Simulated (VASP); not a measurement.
# Band edges against the vacuum: CdSe(110), part 2 of 3

Aim: ionisation energy and electron affinity of CdSe(110), from a slab and a bulk run lined up through core potentials. The cell is generated by rule, not measured, and may not be a known phase.

VASP 6.6.1, plane waves and PAW; the level of theory is named at each step.

So far, gap on the k-mesh (eV): step 3 (band edges of the bulk) 0.476.

**4. Relaxing the slab**

This step: PBEsol; plane waves and PAW (Cd, Se) (VASP 6.6.1).

System of this step: CdSe(110). The cell holds 18 atoms: 9 Cd and 9 Se. Cell: a = 4.302 Å, b = 6.084 Å, c = 33.208 Å, α = 90.0°, β = 90.0°, γ = 90.0°. It derives from CdSe. 9 layers, cut at this functional's lattice. Vacuum lies along c.

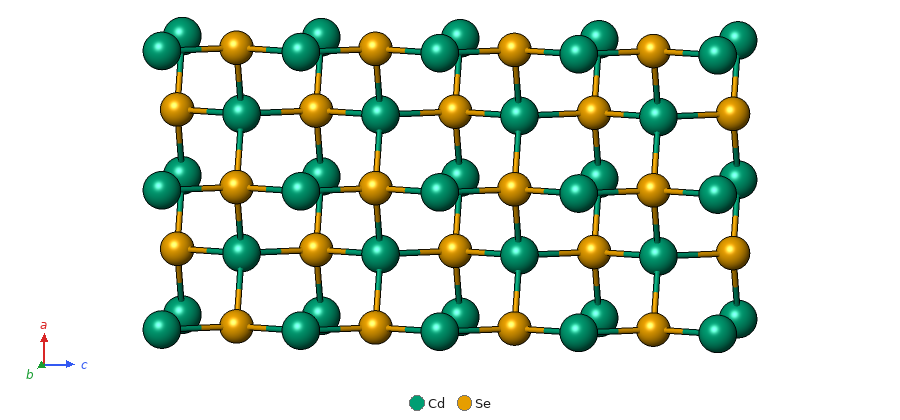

The cell of this step (cadmium teal, selenium orange). 2×1×1 cells are drawn. Some periodic images of atoms are drawn too.

All atoms relax at the fixed cell.

The input, INCAR:

```
SYSTEM = CdSe
PREC = Normal
ENCUT = 320
EDIFF = 1E-05
NELM = 120
ISMEAR = 0
SIGMA = 0.03
LREAL = Auto
ALGO = Fast
GGA = PS
NBANDS = 100
LORBIT = 11
LWAVE = .FALSE.
LCHARG = .FALSE.
KPAR = 2
NCORE = 2
LASPH = .TRUE.
IBRION = 2
NSW = 60
ISIF = 2
EDIFFG = -0.03
POTIM = 0.4
MAXMIX = 40
IDIPOL = 3
LDIPOL = .TRUE.
DIPOL = 0.5 0.5 0.5
```

The input, POSCAR:

```
CdSe
1.0
    4.3020670905      0.0000000000      0.0000000000
    0.0000000000      6.0840416256      0.0000000000
    0.0000000000      0.0000000000     33.2082683619
Cd Se
9 9
Direct
    0.0000000000      0.0000000000      0.2409038600
    0.5000000000      0.5000000000      0.3056778900
    0.0000000000      0.0000000000      0.3704519300
    0.5000000000      0.5000000000      0.4352259600
    0.0000000000      0.0000000000      0.5000000000
    0.5000000000      0.5000000000      0.5647740400
    0.0000000000      0.0000000000      0.6295480700
    0.5000000000      0.5000000000      0.6943221100
    0.0000000000      0.0000000000      0.7590961400
    0.0000000000      0.7500000000      0.3056778900
    0.5000000000      0.2500000000      0.2409038600
    0.0000000000      0.7500000000      0.4352259600
    0.5000000000      0.2500000000      0.3704519300
    0.0000000000      0.7500000000      0.5647740400
    0.5000000000      0.2500000000      0.5000000000
    0.0000000000      0.7500000000      0.6943221100
    0.5000000000      0.2500000000      0.6295480700
    0.5000000000      0.2500000000      0.7590961400
```

The input, KPOINTS:

```
Automatic mesh
0
Gamma
6 4 1
0 0 0
```

Potentials, in the order of the species: Cd and Se (PBE family, release 64).

Launch:

```sh
> mpirun -np 4 vasp_std
```

Log:

```text
[banner, memory and clock lines left out]
running    4 mpi-ranks, on    1 nodes
 distrk:  each k-point on    2 cores,    2 groups
 distr:  one band on    2 cores,    1 groups

 POSCAR found type information on POSCAR CdSe
 POSCAR found :  2 types and      18 ions
 [... a notice as in an earlier step ...]

 LDA part: xc-table for (Slater+PW92), standard interpolation
 POSCAR, INCAR and KPOINTS ok, starting setup
 FFT: planning ... GRIDC
 FFT: planning ... GRID_SOFT
 FFT: planning ... GRID
 WAVECAR not read
 entering main loop
       N       E                     dE             d eps       ncg     rms          rms(c)
DAV:   1     0.929216691842E+03    0.92922E+03   -0.54948E+04  2544   0.925E+02
DAV:   2     0.188353063500E+02   -0.91038E+03   -0.88344E+03  2812   0.272E+02
DAV:   3    -0.555960981212E+02   -0.74431E+02   -0.73634E+02  2700   0.720E+01
DAV:   4    -0.576874292535E+02   -0.20913E+01   -0.20806E+01  2736   0.112E+01
DAV:   5    -0.577389921648E+02   -0.51563E-01   -0.51520E-01  2760   0.158E+00    0.179E+01
RMM:   6    -0.538950188551E+02    0.38440E+01   -0.80050E+00  2400   0.755E+00    0.149E+01
RMM:   7    -0.536673992579E+02    0.22762E+00   -0.41080E+00  2400   0.376E+00    0.347E+00
RMM:   8    -0.535936253676E+02    0.73774E-01   -0.27285E-01  2400   0.127E+00    0.130E+00
RMM:   9    -0.535933732013E+02    0.25217E-03   -0.86301E-02  2400   0.616E-01    0.617E-01
RMM:  10    -0.535939142908E+02   -0.54109E-03   -0.88321E-03  2416   0.317E-01    0.151E-01
RMM:  11    -0.535959853130E+02   -0.20710E-02   -0.26086E-03  2408   0.124E-01    0.103E-01
RMM:  12    -0.535961385732E+02   -0.15326E-03   -0.66738E-04  2413   0.540E-02    0.357E-02
RMM:  13    -0.535965148835E+02   -0.37631E-03   -0.17387E-04  2042   0.266E-02    0.239E-02
RMM:  14    -0.535966708016E+02   -0.15592E-03   -0.12453E-04  1845   0.237E-02    0.145E-02
RMM:  15    -0.535967177704E+02   -0.46969E-04   -0.20845E-05  1576   0.850E-03    0.399E-03
RMM:  16    -0.535967788096E+02   -0.61039E-04   -0.12376E-05  1504   0.622E-03    0.413E-03
RMM:  17    -0.535968049664E+02   -0.26157E-04   -0.47528E-06  1421   0.469E-03    0.389E-03
RMM:  18    -0.535968140204E+02   -0.90539E-05   -0.16175E-06   811   0.266E-03
   1 F= -.53596814E+02 E0= -.53596814E+02  d E =-.535968E+02
 curvature:   0.00 expect dE= 0.000E+00 dE for cont linesearch  0.000E+00
 trial: gam= 0.00000 g(F)=  0.174E+00 g(S)=  0.000E+00 ort = 0.000E+00 (trialstep = 0.100E+01)
 search vector abs. value=  0.174E+00
 bond charge predicted
       N       E                     dE             d eps       ncg     rms          rms(c)
DAV:   1    -0.537196568706E+02   -0.12285E+00   -0.45375E+01  2552   0.175E+01    0.966E-01
RMM:   2    -0.537492945438E+02   -0.29638E-01   -0.34074E-01  2400   0.174E+00    0.435E-01
RMM:   3    -0.537453534548E+02    0.39411E-02   -0.48615E-02  2403   0.656E-01    0.306E-01
RMM:   4    -0.537501653915E+02   -0.48119E-02   -0.15046E-02  2400   0.307E-01    0.206E-01
RMM:   5    -0.537514759111E+02   -0.13105E-02   -0.27451E-03  2397   0.133E-01    0.694E-02
RMM:   6    -0.537517203794E+02   -0.24447E-03   -0.76514E-04  2390   0.645E-02    0.493E-02
RMM:   7    -0.537520307438E+02   -0.31036E-03   -0.20150E-04  2372   0.423E-02    0.221E-02
RMM:   8    -0.537521146545E+02   -0.83911E-04   -0.45580E-05  1675   0.147E-02    0.127E-02
RMM:   9    -0.537523567283E+02   -0.24207E-03   -0.28136E-05  1587   0.102E-02    0.479E-03
RMM:  10    -0.537524192875E+02   -0.62559E-04   -0.90153E-06  1428   0.553E-03    0.445E-03
RMM:  11    -0.537525035796E+02   -0.84292E-04   -0.10580E-05  1282   0.443E-03    0.170E-03
RMM:  12    -0.537525285484E+02   -0.24969E-04   -0.14676E-06   699   0.247E-03    0.120E-03
RMM:  13    -0.537525348785E+02   -0.63301E-05   -0.74444E-07   754   0.236E-03
   2 F= -.53752535E+02 E0= -.53752535E+02  d E =-.155721E+00
[... from here on, the cycles between the ionic steps are left out ...]
   3 F= -.54022712E+02 E0= -.54022712E+02  d E =-.425898E+00
   4 F= -.54059667E+02 E0= -.54059667E+02  d E =-.462853E+00
   5 F= -.54216432E+02 E0= -.54216432E+02  d E =-.156765E+00
   6 F= -.54425242E+02 E0= -.54425242E+02  d E =-.365575E+00
   7 F= -.54428002E+02 E0= -.54428002E+02  d E =-.368335E+00
   8 F= -.54447729E+02 E0= -.54447729E+02  d E =-.197269E-01
   9 F= -.54447944E+02 E0= -.54447944E+02  d E =-.199421E-01
  10 F= -.54457073E+02 E0= -.54457073E+02  d E =-.912884E-02
  11 F= -.54459288E+02 E0= -.54459288E+02  d E =-.113444E-01
  12 F= -.54459688E+02 E0= -.54459688E+02  d E =-.117440E-01
  13 F= -.54466559E+02 E0= -.54466559E+02  d E =-.687107E-02
  14 F= -.54468209E+02 E0= -.54468209E+02  d E =-.852149E-02
  15 F= -.54471121E+02 E0= -.54471121E+02  d E =-.291159E-02
  16 F= -.54471466E+02 E0= -.54471466E+02  d E =-.325692E-02
  17 F= -.54473511E+02 E0= -.54473511E+02  d E =-.204512E-02
  18 F= -.54474197E+02 E0= -.54474197E+02  d E =-.273094E-02
  19 F= -.54474052E+02 E0= -.54474052E+02  d E =-.258564E-02
  20 F= -.54474344E+02 E0= -.54474344E+02  d E =-.287802E-02
  21 F= -.54474297E+02 E0= -.54474297E+02  d E =-.283103E-02
  22 F= -.54474352E+02 E0= -.54474352E+02  d E =-.288535E-02
  23 F= -.54475382E+02 E0= -.54475382E+02  d E =-.102999E-02
  24 F= -.54475598E+02 E0= -.54475598E+02  d E =-.124685E-02
  25 F= -.54475700E+02 E0= -.54475700E+02  d E =-.134855E-02
  26 F= -.54475758E+02 E0= -.54475758E+02  d E =-.140637E-02
  27 F= -.54475719E+02 E0= -.54475719E+02  d E =-.136778E-02
  28 F= -.54475745E+02 E0= -.54475745E+02  d E =-.139361E-02
  29 F= -.54475732E+02 E0= -.54475732E+02  d E =-.138076E-02
  30 F= -.54475739E+02 E0= -.54475739E+02  d E =-.138723E-02
 curvature:  -0.61 expect dE=-0.196E-03 dE for cont linesearch -0.692E-09
 trial: gam= 0.12308 g(F)=  0.321E-03 g(S)=  0.000E+00 ort =-0.206E-05 (trialstep = 0.207E+01)
 search vector abs. value=  0.377E-03
 bond charge predicted
       N       E                     dE             d eps       ncg     rms          rms(c)
DAV:   1    -0.544759602448E+02   -0.22388E-03   -0.31681E-01  2424   0.168E+00    0.106E-01
RMM:   2    -0.544755763276E+02    0.38392E-03   -0.28937E-03  2400   0.166E-01    0.143E-01
RMM:   3    -0.544759291360E+02   -0.35281E-03   -0.33756E-04  2402   0.606E-02    0.106E-01
RMM:   4    -0.544762234849E+02   -0.29435E-03   -0.12572E-04  2295   0.311E-02    0.605E-02
RMM:   5    -0.544762402634E+02   -0.16778E-04   -0.62735E-05  1943   0.209E-02    0.631E-02
RMM:   6    -0.544762562777E+02   -0.16014E-04   -0.24865E-05  1579   0.136E-02    0.811E-02
RMM:   7    -0.544762763079E+02   -0.20030E-04   -0.55237E-06  1431   0.669E-03    0.842E-02
RMM:   8    -0.544762818649E+02   -0.55571E-05   -0.21481E-06  1231   0.342E-03
  31 F= -.54476282E+02 E0= -.54476282E+02  d E =-.543075E-03
 trial-energy change:   -0.000543  1 .order   -0.000491   -0.000662   -0.000319
 step:   2.9066(harm=  3.9892)  dis= 0.00357  next Energy=   -54.476350 (dE=-0.611E-03)
 reached required accuracy - stopping structural energy minimisation
```

The job ended after 31 min (4 MPI ranks of Intel Xeon Platinum 8488C (Sapphire Rapids), shared host; peak memory 1.3 GiB; 2.1 h of CPU time).

OUTCAR, selected parts (step 4):

```text
  LATTYP: Found a simple orthorhombic cell.
 ALAT       =     4.3020670905
 B/A-ratio  =     1.4142135624
 C/A-ratio  =     7.7191423712

 Subroutine GETGRP returns: Found  4 space group operations
 (whereof  4 operations were pure point group operations)

The static configuration has the point symmetry C_2v.

 Found     12 irreducible k-points:

   k-points           NKPTS =     12   k-points in BZ     NKDIM =     12   number of bands    NBANDS=    100

   dimension x,y,z NGX =    20 NGY =   28 NGZ =  150
   dimension x,y,z NGXF=    40 NGYF=   56 NGZF=  300

   ENCUT  =  320.0 eV  23.52 Ry    4.85 a.u.   6.27  8.87 48.44*2*pi/ulx,y,z

   NELECT =     162.0000    total number of electrons

 dipolmoment           0.000000      0.000000      0.000000 electrons x Angstroem

 E-fermi :  -1.7562

 k-point     1 :       0.0000    0.0000    0.0000
  band No.  band energies     occupation
    ...
     77      -2.0801      2.00000
     78      -2.0609      2.00000
     79      -1.9973      2.00000
     80      -1.9346      2.00000
     81      -1.8833      2.00000
     82      -0.9861      0.00000
     83      -0.3060      0.00000
     84       0.3537      0.00000
     85       0.9631      0.00000
     86       1.1586      0.00000
    ...

 k-point     2 :       0.1667    0.0000    0.0000
  band No.  band energies     occupation
    ...
     77      -2.6305      2.00000
     78      -2.4589      2.00000
     79      -2.4231      2.00000
     80      -2.2496      2.00000
     81      -2.1386      2.00000
     82      -0.0471      0.00000
     83       0.3955      0.00000
     84       0.9293      0.00000
     85       1.4394      0.00000
     86       1.4504      0.00000
    ...

  Total       -1.2281691     -0.8074921     -0.7140517      0.0000000      0.0000000      0.0000000
  in kB       -2.2638787     -1.4884466     -1.3162085      0.0000000      0.0000000      0.0000000
  external PRESSURE =      -1.6895113 kB  Pullay stress =       0.0000000 kB

  energy-cutoff  :      320.00
  volume of cell :      869.19
      direct lattice vectors                 reciprocal lattice vectors
     4.302067090  0.000000000  0.000000000     0.232446398  0.000000000  0.000000000
     0.000000000  6.084041626  0.000000000     0.000000000  0.164364424  0.000000000
     0.000000000  0.000000000 33.208268362     0.000000000  0.000000000  0.030112982

 POSITION                                       TOTAL-FORCE (eV/Angst)
 -----------------------------------------------------------------------------------
      0.00000      0.35213      8.49125         0.000000      0.010767      0.008348
      2.15103      2.94267      9.97764         0.000000      0.011397      0.005837
      0.00000      6.03530     12.33129         0.000000     -0.000961     -0.001913
      2.15103      2.98324     14.40375         0.000000     -0.000517      0.018333
      0.00000      6.06040     16.60413         0.000000     -0.015373     -0.000000
      2.15103      2.98324     18.80452         0.000000     -0.000517     -0.018333
      4.30207      6.03530     20.87698         0.000000     -0.000961      0.001913
      2.15103      2.94267     23.23063         0.000000      0.011397     -0.005837
      0.00000      0.35213     24.71702        -0.000000      0.010767     -0.008348
      4.30207      4.47538     10.17922         0.000000      0.008933     -0.006466
      2.15103      1.56717      7.75373         0.000000     -0.006309      0.002520
      0.00000      4.51376     14.46522         0.000000     -0.010814     -0.005292
      2.15103      1.48791     12.22808        -0.000000     -0.000757      0.009259
      4.30207      4.51376     18.74305        -0.000000     -0.010814      0.005292
      2.15103      1.50187     16.60413         0.000000     -0.008108     -0.000000
      4.30207      4.47538     23.02905         0.000000      0.008933      0.006466
      2.15103      1.48791     20.98019         0.000000     -0.000757     -0.009259
      2.15103      1.56717     25.45454         0.000000     -0.006309     -0.002520
 -----------------------------------------------------------------------------------
    total drift:                               -0.000000      0.011001      0.000023

  FREE ENERGIE OF THE ION-ELECTRON SYSTEM (eV)
  ---------------------------------------------------
  free  energy   TOTEN  =       -54.4762818649 eV

  energy  without entropy=      -54.4762818649  energy(sigma->0) =      -54.47628186

 vacuum level on the upper side and lower side of the slab         3.621         3.621

 total charge
# of ion       s       p       d       tot
------------------------------------------
    1        0.489   0.288   9.516  10.292
    2        0.450   0.315   9.523  10.288
    3        0.449   0.315   9.524  10.289
    4        0.448   0.312   9.525  10.285
    5        0.449   0.316   9.525  10.290
    6        0.448   0.312   9.525  10.285
    7        0.449   0.315   9.524  10.289
    8        0.450   0.315   9.523  10.288
    9        0.489   0.288   9.516  10.292
   10        1.447   2.371   0.023   3.841
   11        1.463   2.325   0.022   3.810
   12        1.446   2.373   0.023   3.842
   13        1.447   2.364   0.022   3.833
   14        1.446   2.373   0.023   3.842
   15        1.447   2.368   0.022   3.837
   16        1.447   2.371   0.023   3.841
   17        1.447   2.364   0.022   3.833
   18        1.463   2.325   0.022   3.810
--------------------------------------------------
tot         17.176  24.010  85.900 127.086

[... 1 part as in an earlier step ...]

[... 7 further parts left out ...]
```

CONTCAR:

```
CdSe
   1.00000000000000
     4.3020670904999996    0.0000000000000000    0.0000000000000000
     0.0000000000000000    6.0840416256000003    0.0000000000000000
     0.0000000000000000    0.0000000000000000   33.2082683618999965
  Cd              Se
     9     9
Direct
     0.0000000000000000    0.0578769790541800    0.2556968074000831
     0.5000000000000000    0.4836702514586048    0.3004565769352084
     0.0000000000000000    0.9919879573709109    0.3713319478973143
     0.5000000000000000    0.4903388663471158    0.4337398392903687
     0.0000000000000000    0.9961144007838220    0.5000000000000000
     0.5000000000000000    0.4903388663471158    0.5662601607096311
     1.0000000000000000    0.9919879573709109    0.6286680521026851
     0.5000000000000000    0.4836702514586048    0.6995434230647918
     0.0000000000000000    0.0578769790541800    0.7443031925999167
     1.0000000000000000    0.7355928991322068    0.3065265468797379
     0.5000000000000000    0.2575869449954593    0.2334879519952086
     0.0000000000000000    0.7419019353970357    0.4355909125816651
     0.5000000000000000    0.2445602394873152    0.3682238627284724
     1.0000000000000000    0.7419019353970357    0.5644090874183348
     0.5000000000000000    0.2468534527305210    0.5000000000000000
     1.0000000000000000    0.7355928991322068    0.6934734531202624
     0.5000000000000000    0.2445602394873152    0.6317761372715273
     0.5000000000000000    0.2575869449954592    0.7665120480047914
```

The run keeps the 4 symmetry operations of its start, so it cannot find a distortion of lower symmetry.

The steps of the relaxation (22 of 31):

```csv
step,energy less that of the first step (eV),largest force (eV/Å)
1,0.0000,1.1766
2,-0.1557,0.9934
4,-0.4629,0.6489
5,-0.6196,0.4902
7,-0.8312,0.2712
8,-0.8509,0.1168
10,-0.8603,0.0881
11,-0.8625,0.1527
12,-0.8629,0.1272
14,-0.8714,0.0647
15,-0.8743,0.0420
17,-0.8767,0.0341
18,-0.8774,0.0429
20,-0.8775,0.0556
21,-0.8775,0.0692
22,-0.8775,0.0611
24,-0.8788,0.0339
25,-0.8789,0.0338
27,-0.8789,0.0342
28,-0.8789,0.0437
30,-0.8789,0.0373
31,-0.8795,0.0183
```

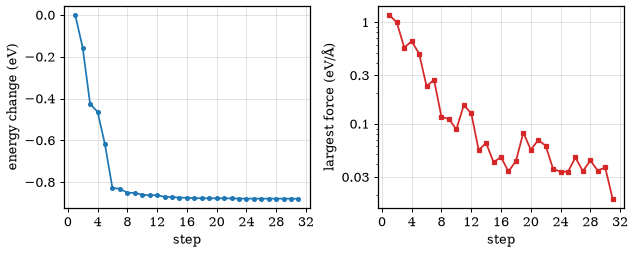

Energy and largest force along the relaxation.

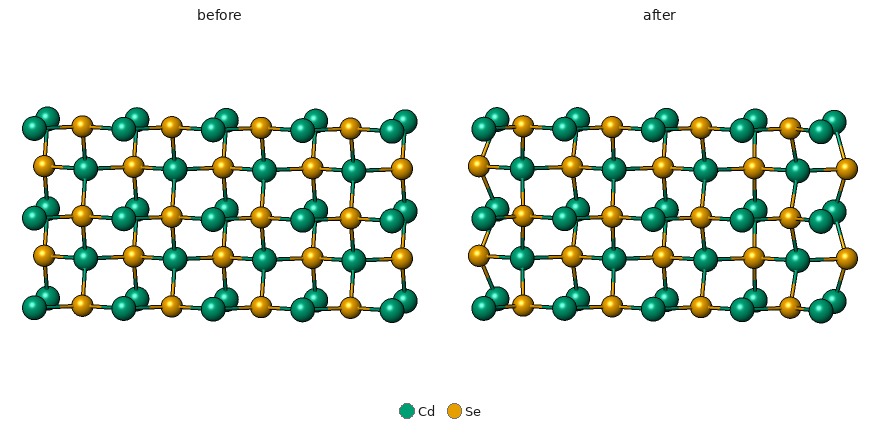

Before and after, at one scale.

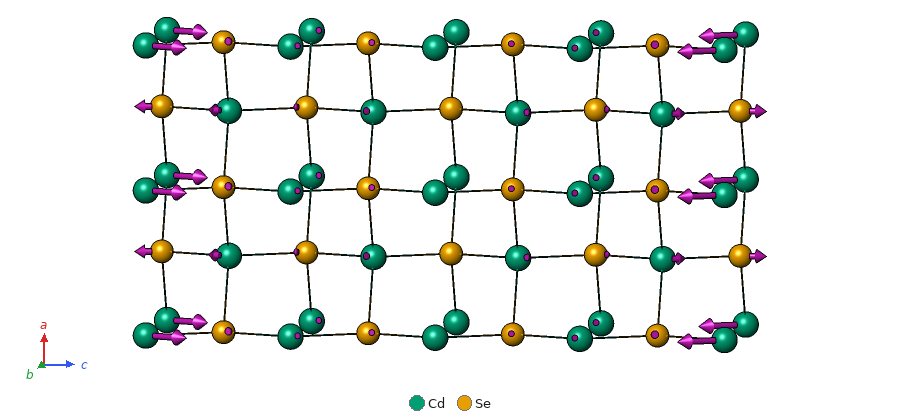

Displacements in the relaxation, exaggerated; the longest in the cell stands for 0.60 Å. 2×1×1 cells are drawn. Some periodic images of atoms are drawn too.

The atoms that moved most (Å):

```
atom     dx      dy      dz  length
 Cd9  0.000   0.352  -0.491   0.604
 Cd1  0.000   0.352   0.491   0.604
Se11  0.000   0.046  -0.246   0.251
Se18  0.000   0.046   0.246   0.251
 Cd2  0.000  -0.099  -0.173   0.200
 Cd8  0.000  -0.099   0.173   0.200
Se10  0.000  -0.088   0.028   0.092
Se16  0.000  -0.088  -0.028   0.092
```

Final coordinates:

```xyz
18
Lattice="4.3021 0.0000 0.0000 0.0000 6.0840 0.0000 0.0000 0.0000 33.2083" Properties=species:S:1:pos:R:3
Cd    0.0000    0.3521    8.4912
Cd    2.1510    2.9427    9.9776
Cd    0.0000   -0.0487   12.3313
Cd    2.1510    2.9832   14.4037
Cd    0.0000   -0.0236   16.6041
Cd    2.1510    2.9832   18.8045
Cd    0.0000   -0.0487   20.8770
Cd    2.1510    2.9427   23.2306
Cd    0.0000    0.3521   24.7170
Se    0.0000    4.4754   10.1792
Se    2.1510    1.5672    7.7537
Se    0.0000    4.5138   14.4652
Se    2.1510    1.4879   12.2281
Se    0.0000    4.5138   18.7430
Se    2.1510    1.5019   16.6041
Se    0.0000    4.4754   23.0291
Se    2.1510    1.4879   20.9802
Se    2.1510    1.5672   25.4545
```

This step gave:

- electronic cycles: 229
- electrons: 162
- free energy (TOTEN): -54.4763 eV
- Fermi energy: -1.756 eV
- dipole moment: 0, 0, 0 e·Å
- gap on the k-mesh: 0.8972 eV
- least direct gap on the k-mesh: 0.8972 eV

The run ended after 31 ionic steps, 0.879 eV below its first step, once the forces on the free atoms met EDIFFG = -0.03.

(Continued in part 3 of 3.)

[Lines on the potential files, build, host, timing and source positions are cut from VASP's logs without a mark.]

[Logs are printed without paths, hosts, clocks, repeated set-up lines and the standing remarks that a program may print on its own settings, such as how far it seeks lower states.]

[Hosts, paths, dates, database ids (printed as entryN), source tags and the programs' standing remarks are cut or masked in the printed files.]

[Runs that stopped without an error message from VASP are left out.]
